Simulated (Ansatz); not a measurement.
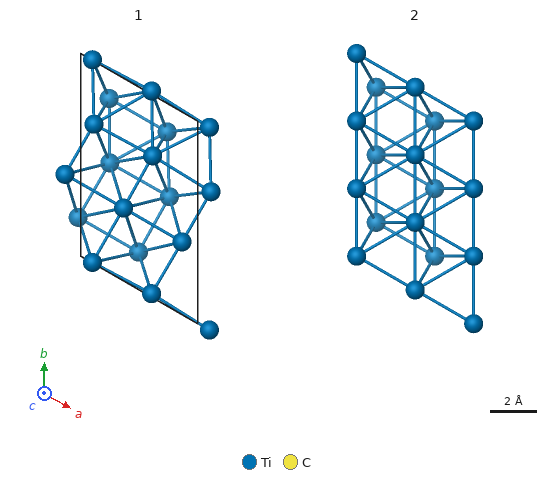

Two geometries of a defect cell of composition Ti12C, drawn at one scale. One is the start of a relaxation, the other its converged end. Style: ball-and-stick. Shown: the cell of the calculation, along the c axis.

These are results of DFT PBE, scalar-relativistic, plane waves, PAW (Ansatz 0.2.0), not measurements. Set-up: plane-wave cutoff 420 eV; k-point mesh 4 × 3 × 5; occupations gaussian; smearing width 0.15 eV; no spin polarisation; atoms relaxed in a fixed cell; force threshold 0.03 eV/Å; at most 60 steps.

### Which geometry has the lower energy?

Structure 1 is the relaxed one. It is an interstitial C in hcp Ti. The run prepares an end point of a later path (interstitial hop) calculation, from a guessed geometry. After 14 geometry steps the energy has fallen by 2.867 eV per cell of the calculation. The largest force component goes from 4.9 to 0.011 eV/Å. The largest move is that of the C atom, 1.08 Å along [−3 1 3]. Largest moves by element: C 1.08 Å, Ti 0.99 Å. The lattice vectors keep their values. Among the contacts that change: C–Ti 3.462 → 2.055 Å, Ti–Ti 2.950 → 4.084 Å, Ti–Ti 4.134 → 3.043 Å, Ti–Ti 2.950 → 4.030 Å. New bonds form, among them: C–Ti (3.46 → 2.05 Å), Ti–Ti (4.13 → 3.04 Å), Ti–Ti (4.13 → 3.11 Å), Ti–Ti (4.13 → 3.12 Å). Bonds break, among them: Ti–Ti (2.95 → 3.88 Å), Ti–Ti (2.95 → 3.90 Å), Ti–Ti (2.95 → 3.91 Å), Ti–Ti (2.95 → 3.93 Å). Bond angles that change, for instance: Ti–C–Ti 108.9° → 178.0°, Ti–C–Ti 108.6° → 85.3°, Ti–C–Ti 110.3° → 90.1°.

Limits of the set-up: the periodic images lie only 4.7 Å apart, so the values are limited by the cell's size.
